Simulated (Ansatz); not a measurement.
Input of the run:

```
crystal:
  lattice:
    - [0.0085482314, 2.8026988303, 2.8026988303]
    - [2.8026988303, 0.0085482314, 2.8026988303]
    - [2.8112470618, 2.8112470618, 1.0e-10]
  atoms:
    - { symbol: Na, position: [0.0, 0.0, 0.0] }
    - { symbol: Cl, position: [0.5, 0.5, 0.5] }
kpoints:
  mp_grid: { grid: [8, 8, 8] }
  band_path:
    path:
      - [0.0, 0.0, 0.0]
      - [0.5, 0.0, 0.5]
      - [0.625, 0.25, 0.625]
      - [0.375, 0.375, 0.75]
      - [0.5, 0.5, 0.5]
      - [0.5, 0.25, 0.75]
    npoints: 1
hamiltonian:
  xc: pbe
scf:
  occupations: { method: fermi_dirac, width: 0.02 }
  n_extra_bands: 4
output:
  forces: true
  stress: true
  eigenvalues: true
  write_density: true
  write_potential: true
  elf: true
  volumetric_format: npy
```

Command:
```bash
ansatz run input.yaml --threads 4 --pin off --max-ram 3686MiB --backend cpu --events-out ev --progress --plain --runs-dir out
```

Predict the main features of the density of states.

There is a gap; over the k points computed it is 5.17 eV (direct among those points). The upper group of valence states starts about 2.0 eV under the valence-band top, with a gap beneath it; it holds about 6 electrons a cell. Within the window shown, the tallest peak of the filled states lies 0.4 eV under the valence-band top, at about 5.8 states per eV and cell.

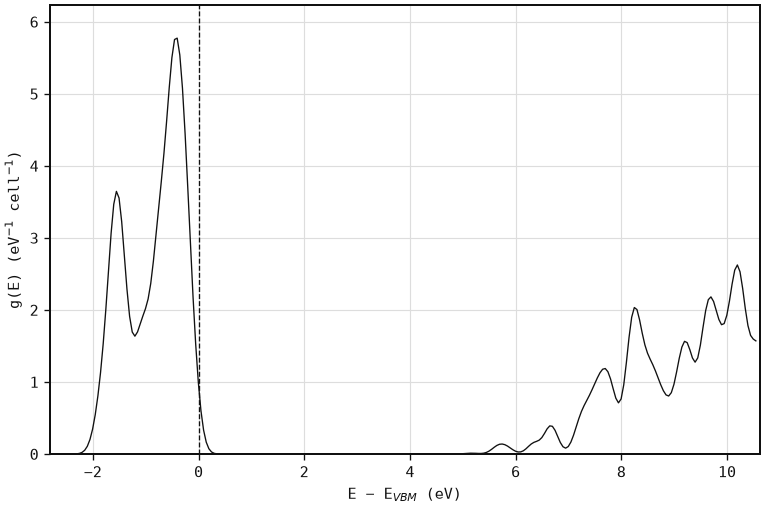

Density of states. Energies are counted from the top of the valence band. The curve is built from the levels of the k mesh with Gaussians 0.3 eV wide, which also blur the band edges.
